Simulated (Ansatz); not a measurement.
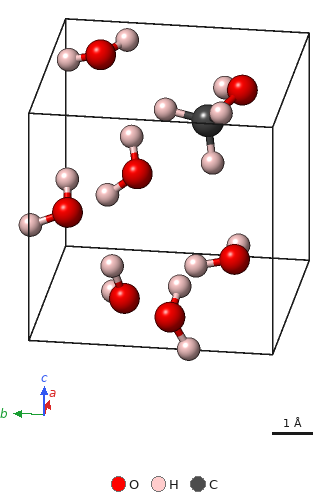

Starting frame of a dynamics run of a periodic cell with 6 H2O + 1 CH3OH at 0.942 g/cm³. It starts from the last geometry of an earlier run, with fresh velocities. The picture is a ball-and-stick view of the simulation cell, seen from a free direction.

Theory: DFT PBE-D3(BJ), scalar-relativistic, plane waves, PAW in Ansatz.

Input file:
```yaml
accuracy: low
crystal:
  lattice:
    - [6.274305, 0.0, 0.0]
    - [0.0, 6.274305, 0.0]
    - [0.0, 0.0, 6.274305]
  atoms:
    - { symbol: O, position: [0.80829023, 0.82406624, 0.92646182] }
    - { symbol: H, position: [0.92740918, 0.73299518, 0.94786037] }
    - { symbol: H, position: [0.85651978, 0.96264466, 0.87604352] }
    - { symbol: O, position: [0.42070702, 0.66816987, 0.02492969] }
    - { symbol: H, position: [0.55668703, 0.7358161, -0.00405595] }
    - { symbol: H, position: [0.40099247, 0.71562449, 0.17287288] }
    - { symbol: O, position: [0.43636594, 0.90405803, 0.38230148] }
    - { symbol: H, position: [0.43881996, 1.05633027, 0.31640501] }
    - { symbol: H, position: [0.56096193, 0.92382987, 0.47483125] }
    - { symbol: O, position: [0.5454123, 0.23506231, 0.17213055] }
    - { symbol: H, position: [0.70305178, 0.24259932, 0.16804645] }
    - { symbol: H, position: [0.50966185, 0.38756217, 0.14932111] }
    - { symbol: O, position: [-0.04779259, 0.41068427, 0.15346721] }
    - { symbol: H, position: [0.0809943, 0.39003041, 0.23695264] }
    - { symbol: H, position: [-0.03799162, 0.33544457, 0.01354468] }
    - { symbol: O, position: [0.17247247, 0.57822766, 0.68201246] }
    - { symbol: H, position: [0.25235271, 0.61297075, 0.81084731] }
    - { symbol: H, position: [0.17832199, 0.70114962, 0.57973497] }
    - { symbol: C, position: [0.72026795, 0.37076946, 0.70134455] }
    - { symbol: O, position: [0.9079932, 0.25746984, 0.76520172] }
    - { symbol: H, position: [0.58811933, 0.29709595, 0.79321906] }
    - { symbol: H, position: [1.03399604, 0.34813028, 0.71831661] }
    - { symbol: H, position: [0.72700013, 0.54537953, 0.73706482] }
    - { symbol: H, position: [0.68115075, 0.34562877, 0.53338417] }
basis:
  ecutwfc: 420.0
kpoints:
  mp_grid: { grid: [1, 1, 1] }
hamiltonian:
  xc: pbe
  dispersion: d3bj
scf:
  occupations: { method: fermi_dirac, width: 0.05 }
  lower_state_search: "off"
md:
  timestep: 0.5
  n_steps: 400
  ensemble: nvt_nose_hoover
  temperature: 300.0
  initial_velocities: maxwell_boltzmann
  seed: 278839
  nose_hoover: { tau: 100.0, chain_length: 1 }
```

Launched with:
```bash
ansatz run input.yaml --threads 1 --pin off --max-ram 3072MiB --backend cpu --events-out ev --progress --plain --runs-dir out
```

Predict how the run goes.

The mean temperature in the second half is 295 K (standard deviation 30 K). The potential energy in the second half lies on average 7.0 meV per atom above the first frame. Root-mean-square distances from the starting positions over the second half, with the common drift of all atoms taken out: H 0.74 Å, O 0.64 Å, C 0.57 Å. The heavy atoms stay within a fraction of a molecule's size of their starting places; so short a run doesn't tell a liquid from a solid. The conserved quantity stays between −0.056 and 0.16 meV per atom of its start. A straight-line fit has a slope that amounts to +0.026 meV per atom over 200 fs (under 0.1 % of the mean kinetic energy), and the ripple about it is 1.2 % of the kinetic energy's fluctuation. With a drift under 2 % and a ripple under 7 %, the integration is accurate.

Along the run (each row but the first and the last is the mean over the interval that it begins):

| time (fs) | potential energy (meV/atom) | T (K) |
| --- | --- | --- |
| 0.0 | 0.0 | 300 |
| 25.0 | 5.0 | 264 |
| 50.0 | 3.5 | 284 |
| 75.0 | 3.4 | 294 |
| 100.0 | 5.0 | 293 |
| 125.0 | 7.1 | 287 |
| 150.0 | 6.5 | 305 |
| 175.0 | 9.7 | 292 |
| 200.0 | 1.7 | 364 |

The paths of the atoms:

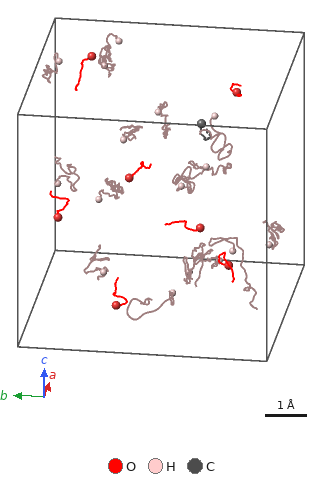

Limits of the set-up: the program's low-accuracy preset was used; the periodic images lie only 6.3 Å apart, so the values are limited by the cell's size.
